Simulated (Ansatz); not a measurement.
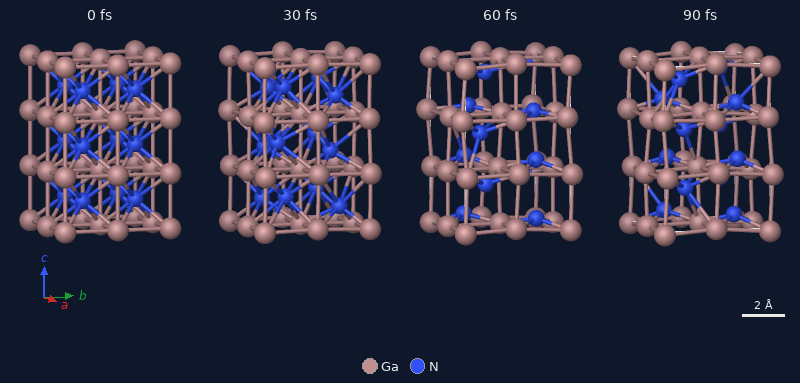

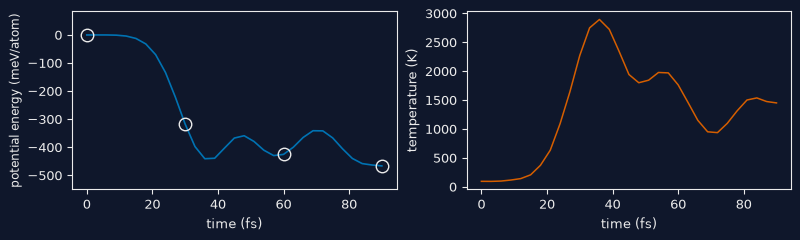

Molecular dynamics of a 24-atom cell of GaN (built on the CsCl type), 90 fs long. Frames and the history of the run. The picture is a ball-and-stick view of the simulation cell, seen slightly off an axis. Bonds to atoms that aren't drawn are left out.

All numbers below come from DFT, PBEsol, plane waves, PAW (Ansatz). Set-up: plane-wave cutoff 420 eV; k-point mesh 2 × 2 × 2; Fermi-Dirac smearing 0.02 eV; Langevin thermostat (NVT); set temperature 100 K; time step 3 fs.

What do the frames and curves show?

The mean temperature in the second half is 1512 K (standard deviation 341 K). That is above the set 100 K, because the structure releases potential energy faster than the thermostat removes it. The potential energy in the second half lies on average 401 meV per atom below the first frame. Root-mean-square distances from the starting positions over the second half, with the common drift of all atoms taken out: N 0.87 Å, Ga 0.12 Å. The potential energy sinks well below that of the force-free first frame, so the starting arrangement isn't stable at these settings: the atoms shift into a lower-energy one. With so coarse a k-point mesh for this cell that can be an artefact of the sampling.

Limits of the set-up: the k-point mesh is coarse for a cell with partly filled bands.
